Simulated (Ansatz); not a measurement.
## Electronic structure of LaO4 in real space

```
La O
1.0
     4.07634    0.00000    0.00000
     0.00000    4.07634    0.00000
     0.00000    0.00000    6.65071
La O
1 4
Direct
  0.50000 0.50000 0.00000
  0.50000 0.50000 0.40838
  0.50000 0.50000 0.59162
  0.00000 0.50000 0.85054
  0.50000 0.00000 0.14946
```

Space group P-4m2; a structure generated by program, which may or may not match a known phase; computed without spin polarisation.

Theory: DFT PBE, scalar-relativistic, plane waves, PAW in Ansatz.

The density is the valence pseudo-density of a PAW calculation; it isn't the true density close to the nuclei.

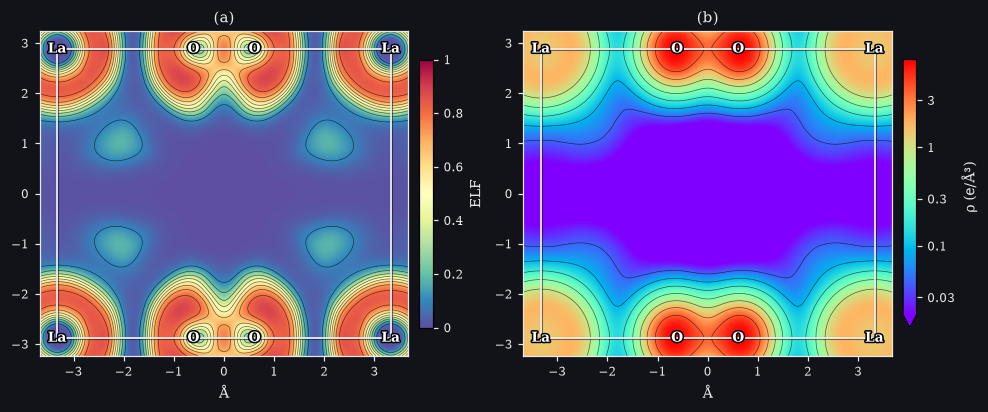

Figure 1. (a) electron localisation function; (b) valence charge density (pseudo) on the (110) plane of the conventional cell.

Question: Read the bonding off the picture.

Answer: The plane passes through La and O nuclei. O–O (1.22 Å): the density is about 3.5 e/Å³ at the midpoint; the ELF peaks at about 0.75 between the atoms. The density dies away to nearly zero in the voids. The features right at La lie inside the PAW spheres, where the map follows smoothed inner orbitals and isn't to be read closely.

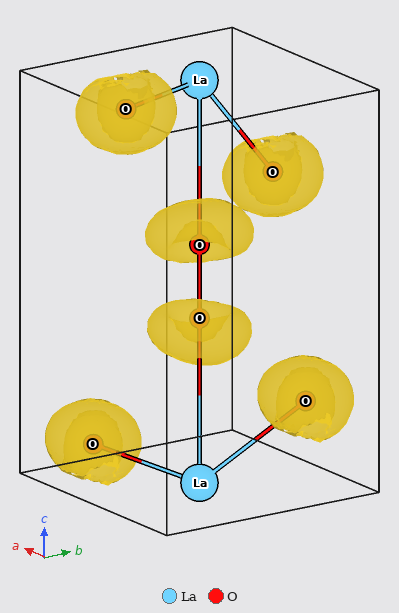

Figure 2. Isosurface of the electron localisation function at 0.8 (yellow), seen at an oblique angle. Core shells and regions of very low density are left out. Sticks mark near contacts.

Question: What do the ELF domains correspond to?

Answer: At this value the surface marks out four regions wrapped around O (the valence shell of each), counted in one cell of 5 atoms. Any copies at cell faces, edges or corners count once. Profiles from the grid: La–O (2.27 Å): the ELF peaks at about 0.80 in the valence shell of O, 0.6 Å from its nucleus, and drops to about 0.25 between the two atoms (no localised pair shows between them).

Question: Metal or insulator at this level of theory?

Answer: It is metallic or semimetallic at this level of theory: no gap opens.

Question: How much charge does the calculation move between the atoms?

Answer: Electrons move from La towards O. Bader charges: La +2.07 and O −0.98 to −0.05 e.
